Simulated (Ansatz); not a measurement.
**Mo: geometry relaxation (part 2 of 2)**

Mo (Im-3m, 2 atoms in the cell); DFT with r2SCAN, PAW plane waves, spin–orbit coupling (Ansatz 0.2.0); cutoff 500 eV, 8×4×8 k-mesh, Fermi–Dirac smearing of 0.0544 eV. The structure derives from an entry of the Crystallography Open Database.

Geometry of the input (Å; fractional positions):
```
-1.5839  1.5839  1.5839
3.1677  -3.1677  3.1677
1.5839  1.5839  -1.5839
Mo 0.0000  0.0000  0.0000
Mo 0.0000  0.5000  -0.0000
```

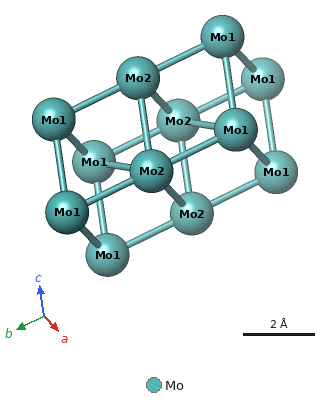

*The geometry at step 2 of the log (ball-and-stick view of the cell of the calculation, seen at an oblique angle; atoms are numbered from 1 in the order of the input).*

What the program printed, continued:
```
SCF iter   1: F=-9923.700114 eV  HF=-9923.700101 eV  |F-HF|=1.32e-5  |Δ(HF+E_count)|=         —  Δρ=3.68e-5  dr2=2.19e-8  dr2_τ=2.43e-6  dr2_m=2.93e-7  ethr=1.26e-10  |M|=5.76e-4 ∫|m|=5.76e-4 μB  |m|>n=0.0e0 m-floor=0.0e0 τ_xc=1.5e-9  β_m=0.42  ⟨swp⟩=3.1  Hψ=16079  notcnv=0
preconditioner: auto → none  [insulator: Δε(μ)=0.224 eV  Ē_g=4.969 eV  σ=0.054 eV  W_gap=0.61  n_scr=6 (ndim 8)  ℏωp=23.0 eV  f_vac=0.000  D(μ)=1.45/eV (n_scr^D=18)  ε∞_Penn≈22.3]
SCF iter   2: F=-9923.700114 eV  HF=-9923.700114 eV  |F-HF|=2.87e-7  |Δ(HF+E_count)|=   1.34e-5  Δρ=2.53e-5  dr2=4.20e-8  dr2_τ=5.22e-9  dr2_m=1.38e-7  ethr=7.80e-11  |M|=3.97e-4 ∫|m|=3.97e-4 μB  |m|>n=0.0e0 m-floor=0.0e0 τ_xc=6.7e-10  β_m=0.41  ⟨swp⟩=5.0  Hψ=18193  notcnv=0  κ⁻¹=1.0e0(r=1)
iter 3 did not close the SCF: its close was put off for a magnetic moment that had not settled (scf_convergence_deferred on its scf_iter line)
SCF iter   3: F=-9923.700114 eV  HF=-9923.700114 eV  |F-HF|=7.66e-8  |Δ(HF+E_count)|=   2.54e-7  Δρ=1.29e-5  dr2=1.11e-8  dr2_τ=2.60e-9  dr2_m=3.60e-8  ethr=7.80e-11  |M|=2.21e-4 ∫|m|=2.21e-4 μB  |m|>n=0.0e0 m-floor=0.0e0 τ_xc=1.9e-10  β_m=0.48  ⟨swp⟩=6.9  Hψ=15735  notcnv=0  κ⁻¹=2.0e-2(r=2)
iter 4 did not close the SCF: its close was put off for a magnetic moment that had not settled (scf_convergence_deferred on its scf_iter line)
SCF iter   4: F=-9923.700114 eV  HF=-9923.700114 eV  |F-HF|=2.33e-9  |Δ(HF+E_count)|=   8.94e-8  Δρ=3.21e-6  dr2=2.08e-9  dr2_τ=7.21e-11  dr2_m=6.28e-10  ethr=3.95e-11  |M|=4.65e-5 ∫|m|=4.65e-5 μB  |m|>n=0.0e0 m-floor=0.0e0 τ_xc=7.0e-12  β_m=0.60  ⟨swp⟩=4.9  Hψ=16258  notcnv=0  κ⁻¹=1.3e-3(r=3)
iter 5 did not close the SCF: its close was put off for a magnetic moment that had not settled (scf_convergence_deferred on its scf_iter line)
SCF iter   5: F=-9923.700114 eV  HF=-9923.700114 eV  |F-HF|=8.51e-10  |Δ(HF+E_count)|=   2.54e-9  Δρ=1.34e-6  dr2=2.59e-10  dr2_τ=1.36e-11  dr2_m=5.93e-11  ethr=7.44e-12  |M|=1.69e-5 ∫|m|=1.73e-5 μB  |m|>n=0.0e0 m-floor=0.0e0 τ_xc=8.9e-13  β_m=0.30  ⟨swp⟩=4.2  Hψ=15675  notcnv=0  κ⁻¹=2.7e-4(r=4)
SCF iter   6: F=-9923.700114 eV  HF=-9923.700114 eV  |F-HF|=2.69e-10  |Δ(HF+E_count)|=  7.26e-10  Δρ=5.63e-7  dr2=2.73e-11  dr2_τ=3.02e-12  dr2_m=1.68e-11  ethr=1.00e-12  |M|=4.92e-6 ∫|m|=6.55e-6 μB  |m|>n=0.0e0 m-floor=0.0e0 τ_xc=4.2e-14  ⟨swp⟩=3.8  Hψ=13792  notcnv=0
the starting moments were not kept: the SCF closed with an absolute magnetisation of 6.5e-6 μB, where they sum to 4 μB in size (2 sites). That is at most 0.1 of that sum. Measured as dr2_m measures the in/out step, that magnetisation stands 5.3e-12 eV from none, at or under the dr2_threshold of 4.4e-8 eV: it is no larger than a step whose dr2_m would equal this threshold.
SCF 4 converged in 6 iterations: F = -9923.700114 eV  dr2 = 2.73e-11
relax step   4: F+E_penalty+E_count = -9923.70011438 eV  Δ(F+E_penalty+E_count) = -1.459e-5 eV  max|allowed force component| = 0.000e0 eV/Å  Δτ_max = 0.0000 Å  P = +0.002 GPa  Ω = 31.399 Å³  energy of the carried Pulay correction = +1.912e-4 eV  (6 SCF iters, accepted)
Basis set: ecut = 500 eV, 773 PW (Γ), exchange–correlation on 80×160×80 points (64 copies of the dense FFT grid, shifted against one another)
Projection manifold: j_resolved (fully-relativistic pseudo-atomic orbitals)
Initial wavefunctions: pseudopotential atomic-orbital guess (no wavefunctions were taken with the density)
iter 1 solved again at ethr=8.59e-9 eV; its pass at ethr=3.10e-3 eV (dr2=2.41e-6 eV) is discarded
SCF iter   1: F=-9923.699914 eV  HF=-9923.699914 eV  |F-HF|=7.87e-8  |Δ(HF+E_count)|=         —  Δρ=4.04e-5  dr2=5.54e-8  dr2_τ=1.48e-7  dr2_m=1.68e-11  ethr=8.59e-9  |M|=4.94e-6 ∫|m|=6.63e-6 μB  |m|>n=0.0e0 m-floor=0.0e0 τ_xc=1.4e-12  β_m=0.63  ⟨swp⟩=3.8  Hψ=23840  notcnv=0
preconditioner: auto → none  [insulator: Δε(μ)=0.225 eV  Ē_g=4.969 eV  σ=0.054 eV  W_gap=0.61  n_scr=6 (ndim 8)  ℏωp=23.0 eV  f_vac=0.000  D(μ)=1.45/eV (n_scr^D=18)  ε∞_Penn≈22.3]
SCF iter   2: F=-9923.699914 eV  HF=-9923.699914 eV  |F-HF|=2.79e-8  |Δ(HF+E_count)|=   4.77e-8  Δρ=2.78e-5  dr2=2.60e-8  dr2_τ=8.12e-9  dr2_m=5.13e-12  ethr=1.98e-10  |M|=3.84e-6 ∫|m|=4.42e-6 μB  |m|>n=0.0e0 m-floor=0.0e0 τ_xc=4.1e-14  β_m=0.63  ⟨swp⟩=2.6  Hψ=5246  notcnv=0  κ⁻¹=1.0e0(r=1)
SCF iter   3: F=-9923.699914 eV  HF=-9923.699914 eV  |F-HF|=5.46e-9  |Δ(HF+E_count)|=   2.40e-8  Δρ=1.17e-5  dr2=4.41e-9  dr2_τ=1.31e-9  dr2_m=4.33e-13  ethr=9.29e-11  |M|=1.98e-6 ∫|m|=1.99e-6 μB  |m|>n=0.0e0 m-floor=0.0e0 τ_xc=1.3e-14  β_m=0.39  ⟨swp⟩=1.0  Hψ=3096  notcnv=0  κ⁻¹=8.3e-2(r=2)
SCF iter   4: F=-9923.699914 eV  HF=-9923.699914 eV  |F-HF|=5.64e-11  |Δ(HF+E_count)|=   5.91e-9  Δρ=1.16e-6  dr2=8.83e-11  dr2_τ=1.92e-11  dr2_m=8.71e-13  ethr=1.00e-12  |M|=5.07e-7 ∫|m|=8.20e-7 μB  |m|>n=0.0e0 m-floor=0.0e0 τ_xc=7.1e-15  ⟨swp⟩=4.1  Hψ=15531  notcnv=0
the starting moments were not kept: the SCF closed with an absolute magnetisation of 8.1e-7 μB, where they sum to 4 μB in size (2 sites). That is at most 0.1 of that sum. Measured as dr2_m measures the in/out step, that magnetisation stands 1.1e-13 eV from none, at or under the dr2_threshold of 1.0e-10 eV: it is no larger than a step whose dr2_m would equal this threshold.
SCF 5 converged in 4 iterations: F = -9923.699914 eV  dr2 = 8.83e-11
relax step   5: F+E_penalty+E_count = -9923.69991444 eV  Δ(F+E_penalty+E_count) = +1.999e-4 eV  max|allowed force component| = 0.000e0 eV/Å  Δτ_max = 0.0000 Å  P = -0.001 GPa  Ω = 31.399 Å³  stress off target by 6.30e-4 GPa  SCF on the basis re-selected at this cell (its energy is not comparable with the rows above)  (4 SCF iters)
```

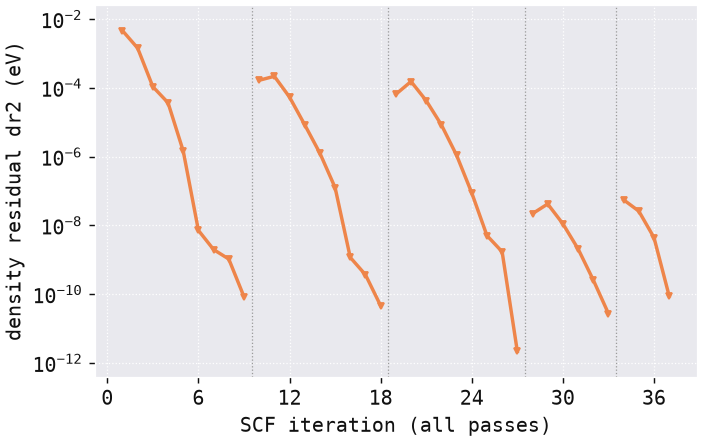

*Convergence of the self-consistent field: density residual dr2 against the SCF iteration. The dotted lines part the SCF passes of the relaxation: geometry steps, rejected trials and re-solves on a re-selected basis.*

The 5 passes take 4 to 9 iterations each, 37 in all.

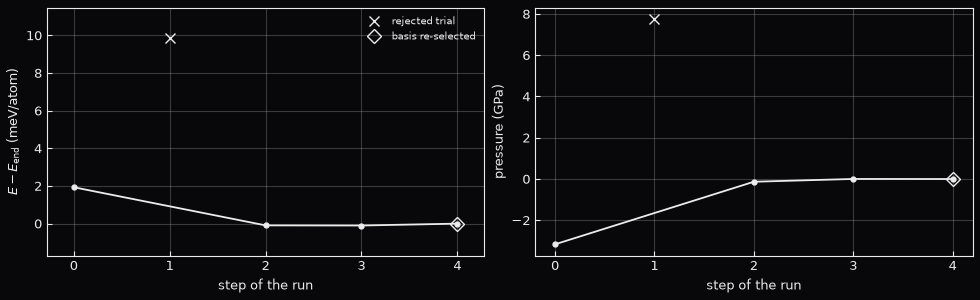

*Progress of the relaxation, step by step (the first geometry is step 0 here and step 1 in the log).*

The atoms keep their places relative to the cell (all moves are under 0.005 Å). After 3 geometry steps the energy has fallen by 2.0 meV per atom. All forces vanish by symmetry, so only the cell relaxes. The pressure goes from −3.17 to 0.00 GPa. The line search rejected the trial step at point 1 (counted from 0) and went back. A last SCF at the same geometry on a re-selected plane-wave basis shifts the energy by +0.1 meV per atom.

```
basis re-selected at this cell: Δ(F+E_penalty+E_count) = +1.999e-4 eV, ΔP = -0.003 GPa vs the last step (what re-selecting the basis moved, of the pressure what is left beyond the Pulay correction that the steps carried, after the strain that the cell walked since its last selection, with what the two solves' SCF thresholds leave and, on support functions, any second-order correction that the steps lacked; it is no measure of the basis error at this ecutwfc). The dense FFT grid was sized anew with the basis: this SCF ran on 20×40×20 points, the steps before it on 24×45×24, so part of this shift can come from that change (see relax.cell in the input reference). This SCF's stress stands 6.30e-4 GPa from its target on what of the cell is left free (relax.cell.stress_tol is 5.00e-2 GPa) and its largest allowed force component is 0.00e0 eV/Å (relax.f_tol is 3.00e-2 eV/Å): within both
SCF converged after 4 iterations
Stability not checked: this state was not tested for a lower state beside it, because the mixer in use, unlike msr1, does not test its closes by its own steps (another_mixer; see scf.mixing.algorithm and scf.lower_state_search)
Magnetization: |M| = 0.0000 μB,  M = (+0.0000, +0.0000, -0.0000) μB
Absolute magnetization: 0.0000 μB (∫|m|, with the PAW one-centre terms)
  site 0: m = (+0.0000, +0.0000, -0.0000) μB, |m| = 0.0000 μB  (R = 1.13 Å)
  site 1: m = (+0.0000, +0.0000, -0.0000) μB, |m| = 0.0000 μB  (R = 1.13 Å)
Free energy (F): -9923.699914 eV
Harris-Foulkes:  -9923.699914 eV  (|F-HF|=5.64e-11)
Internal energy: -9923.686099 eV  (E = F + TS)
E sigma→0 (E₀):  -9923.693006 eV
Entropy (-TS):   -0.013816 eV (-6.908 meV/atom)
Fermi energy:    20.838350 eV
--- Per-component energies (eV) ---
  E_band       = -138.709542
  E_kinetic    = 879.272458
  E_local      = -1567.292254  (includes V_loc(G=0)·N_el)
  E_nonlocal   = 283.244712
  E_hartree    = 516.516153
  E_xc         = -357.034684
  E_vxc        = -512.526084  (∫ρ·V_xc dr)
  E_paw        = -6422.222329  (= ΣΔE_a)
  E_vpaw       = -288.371514  (= ΣTr[D̂ρ^β])
  E_aug_tail   = 0.000007  (compensation charges beyond the density's cutoff)
  E_vtau       = 33.931004  (kinetic-family band-sum trace: ∫τ·v_τ [+ j·A + Jᵃ·Aᵃ] dr)
  E_ewald      = -3255.727525
  E_core_change = -0.442636  (= ΣΔE_core)
  E_smearing   = -0.013816  (= −TS)
  E_closure    = -0.000000  (closes the sum)
  Σ components = -9923.699914   (vs F -9923.699914, Δ=0.00e0)
--- Forces (eV/Å), atoms counted from 1 ---
  atom   1  Mo    -0.00000000     0.00000000     0.00000000
  atom   2  Mo    -0.00000000     0.00000000     0.00000000
  max |Σ_I F_I| component: 2.07e-25 eV/Å
--- Stress (GPa, compression-positive) ---
       -0.000629       0.000001       0.000001
        0.000001      -0.000627      -0.000001
        0.000001      -0.000001      -0.000629
  P = ⅓ Tr σ = -0.0006 GPa (-0.006 kbar)
--- Band table (eV; the first three rows and the last of 86) ---
  k-point 0: bands = ["-42.3010", "-42.3010", "-42.0154", "-42.0154", "-17.2651", "-17.2651", "-16.5363", "-16.5363", "-14.9920", "-14.9920", "-14.1762", "-14.1762", "-13.9710", "-13.9710", "-13.9710", "-13.9710", "13.3174", "13.3174", "15.3918", "15.3918", "17.3847", "17.3848", "19.4771", "19.4771", "19.4771", "19.4771", "19.6194", "19.6194", "22.4865", "22.4865", "22.8118", "22.8118", "22.8479", "22.8479", "22.8479", "22.8479"]
  k-point 1: bands = ["-42.2600", "-42.2600", "-42.0156", "-42.0156", "-17.2296", "-17.2296", "-16.6281", "-16.6281", "-14.9733", "-14.9733", "-14.2470", "-14.2470", "-14.1472", "-14.1472", "-14.0055", "-14.0055", "14.0062", "14.0062", "15.9242", "15.9242", "17.5833", "17.5833", "19.1370", "19.1370", "19.4254", "19.4254", "20.1957", "20.1957", "20.6449", "20.6449", "22.3828", "22.3828", "22.6329", "22.6329", "22.8630", "22.8630"]
  k-point 2: bands = ["-42.1599", "-42.1599", "-42.0157", "-42.0157", "-17.1929", "-17.1929", "-16.8711", "-16.8711", "-14.9495", "-14.9495", "-14.5331", "-14.5331", "-14.3237", "-14.3237", "-14.0821", "-14.0821", "15.3930", "15.3930", "16.7680", "16.7680", "17.8503", "17.8503", "18.3347", "18.3347", "19.0965", "19.0965", "19.2976", "19.2976", "22.0225", "22.0225", "22.2477", "22.2477", "22.3912", "22.3912", "23.0077", "23.0077"]
  k-point 85: bands = ["-41.9164", "-41.9164", "-41.9164", "-41.9164", "-17.3207", "-17.3207", "-17.3207", "-17.3207", "-15.0542", "-15.0542", "-15.0542", "-15.0542", "-14.6268", "-14.6268", "-14.6268", "-14.6268", "16.4364", "16.4364", "16.4364", "16.4364", "17.5182", "17.5182", "17.5182", "17.5182", "20.1102", "20.1102", "20.1102", "20.1102", "21.2881", "21.2881", "21.2881", "21.2881", "25.4186", "25.4186", "25.4186", "25.4186"]
--- Relaxed structure (4 steps of the walk, 3 accepted, 1 SCFs on fresh bases) ---
  F+E_penalty+E_count = -9923.69991444 eV   max|allowed force component| = 0.000e0 eV/Å   (the final SCF, on the basis selected at the relaxed cell)
  cell:  # Å, volume = 31.3985 Å³
    - [-1.577392403415193, 1.5773923951416746, 1.577392403415193]
    - [3.154784772447351, -3.1547847602367654, 3.154784742400767]
    - [1.577392388391901, 1.5773923650950907, -1.577392388391901]
  atoms:
    - { symbol: Mo, position: [0.0, 0.0, 0.0] }
    - { symbol: Mo, position: [5.551115123125783e-17, 0.5, 1.0576210026745696e-17] }
--- Löwdin populations: 2 sites ---
  site symbol       q [e]
     0     Mo     13.9044
     1     Mo     13.9044
  spilling = 0.006825 (of n_electrons = 28.000000)
--- Bader charges: 2 sites ---
  site symbol  charge [e]  shift [e]  m_x [muB]  m_y [muB]  m_z [muB]
     0     Mo      0.0000     0.0000     0.0000     0.0000     0.0000
     1     Mo      0.0000     0.0000     0.0000     0.0000     0.0000
  estimated error of the sums over rays = 1.2e-4 e
```

Trajectory as extended XYZ (Å, eV, eV/Å), 5 frames, from step=1 to step=5:
```
2
Lattice="-1.5839 1.5839 1.5839 3.1677 -3.1677 3.1677 1.5839 1.5839 -1.5839" Properties=species:S:1:pos:R:3:forces:R:3 step=1 energy=-9923.69605 pressure_GPa=-3.17
Mo    0.0000    0.0000    0.0000    0.0000   0.0000   0.0000
Mo    1.5839   -1.5839    1.5839    0.0000   0.0000   0.0000
2
Lattice="-1.5628 1.5628 1.5628 3.1257 -3.1257 3.1257 1.5628 1.5628 -1.5628" Properties=species:S:1:pos:R:3:forces:R:3 step=2 energy=-9923.68014 pressure_GPa=7.77 accepted=F
Mo    0.0000    0.0000    0.0000    0.0000   0.0000   0.0000
Mo    1.5628   -1.5628    1.5628    0.0000   0.0000   0.0000
2
Lattice="-1.5777 1.5777 1.5777 3.1553 -3.1553 3.1553 1.5777 1.5777 -1.5777" Properties=species:S:1:pos:R:3:forces:R:3 step=3 energy=-9923.70010 pressure_GPa=-0.13
Mo    0.0000    0.0000    0.0000    0.0000   0.0000   0.0000
Mo    1.5777   -1.5777    1.5777    0.0000   0.0000   0.0000
2
Lattice="-1.5774 1.5774 1.5774 3.1548 -3.1548 3.1548 1.5774 1.5774 -1.5774" Properties=species:S:1:pos:R:3:forces:R:3 step=4 energy=-9923.70011 pressure_GPa=0.00
Mo    0.0000    0.0000    0.0000    0.0000   0.0000   0.0000
Mo    1.5774   -1.5774    1.5774    0.0000   0.0000   0.0000
2
Lattice="-1.5774 1.5774 1.5774 3.1548 -3.1548 3.1548 1.5774 1.5774 -1.5774" Properties=species:S:1:pos:R:3:forces:R:3 step=5 energy=-9923.69991 pressure_GPa=-0.00
Mo    0.0000    0.0000    0.0000    0.0000   0.0000   0.0000
Mo    1.5774   -1.5774    1.5774    0.0000   0.0000   0.0000
```

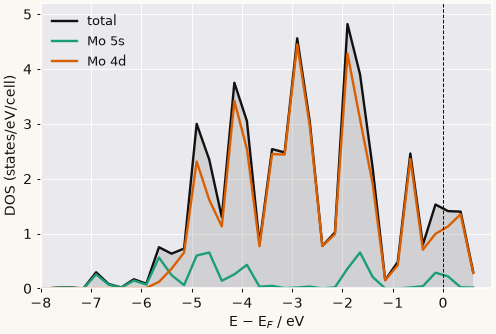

*Density of states (projected on Löwdin-orthogonalised atomic shells), with energies from the Fermi level.*

There are states at the Fermi level: a metal at this level of theory. The curves stop near 0.6 eV above the Fermi level, where the computed bands end.

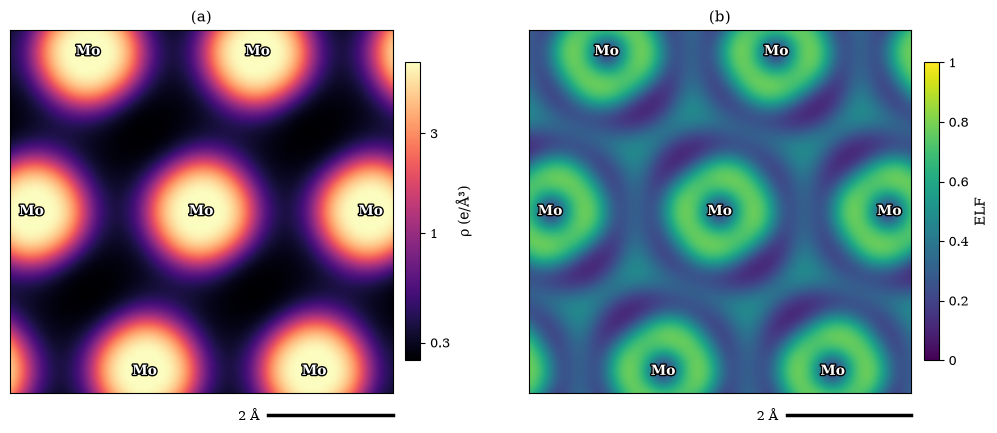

*(a) valence pseudo-density; (b) ELF on the (101̄) plane of the calculation cell.*

The section cuts through Mo sites. Mo–Mo (2.73 Å): the density is about 0.37 e/Å³ at the midpoint; the ELF is about 0.30 at the midpoint (no shared electron pair). Away from the nuclei the density in this plane falls to 0.25 e/Å³ at its lowest. The strong features right at Mo lie inside the PAW spheres (semicore, d or f shells) and say nothing about bonding. In a PAW calculation such maps are meaningful between the atoms, not at the nuclei.

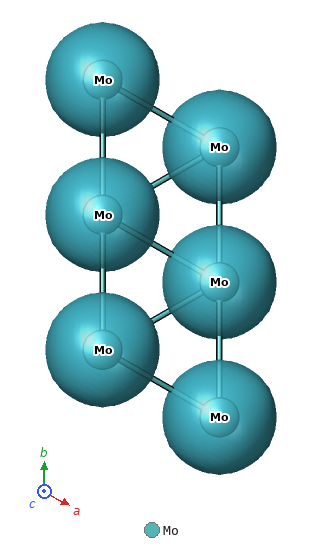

*Isosurface of the valence charge density (pseudo) at 0.5 e/Å³ (cyan), seen along the c axis. Sticks mark near contacts. The outline is the calculation cell.*

At this value the density breaks into separate islands; it holds about 75 % of the electrons treated as valence (semicore included). It is pinched off along the Mo–Mo (2.73 Å) contacts. On the grid the lowest density along these lines, outside the cores, is 0.37 e/Å³ (Mo–Mo, 2.73 Å).

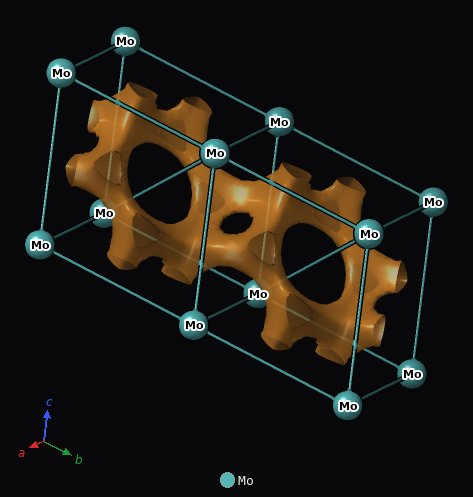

*Isosurface of the electron localisation function at 0.4 (orange), seen slightly off an axis. Core shells and regions of very low density are left out. Sticks mark near contacts. The outline is the calculation cell.*

The ELF exceeds this value in one network that runs through the whole crystal, counted in one cell of 2 atoms. Along the contacts the grid gives the following. Mo–Mo (2.73 Å): the ELF is about 0.30 at the midpoint; no localised pair between them.

Summary:

- outcome: converged
- space group (tolerance 0.01 Å): Im-3m (229)
- electrons treated: 28
- free energy: −9923.6999 eV
- Fermi energy: 20.838 eV
- net moment of the cell: 0.00 μB
- integrated absolute moment: 0.00 μB
- pressure: 0.00 GPa
- final volume: 31.40 Å³
- electronic character: metal
- largest force (length of the vector) at the end: under 0.001 eV/Å
- final cell: a = 2.732 Å, b = 5.464 Å, c = 2.732 Å, α = 109.47°, β = 109.47°, γ = 109.47°
- wall time: 4.3 min (CPU time 8.7 min)
- peak memory: 0.67 GiB

Notes:

Warnings of the run: some starting moments were not kept.
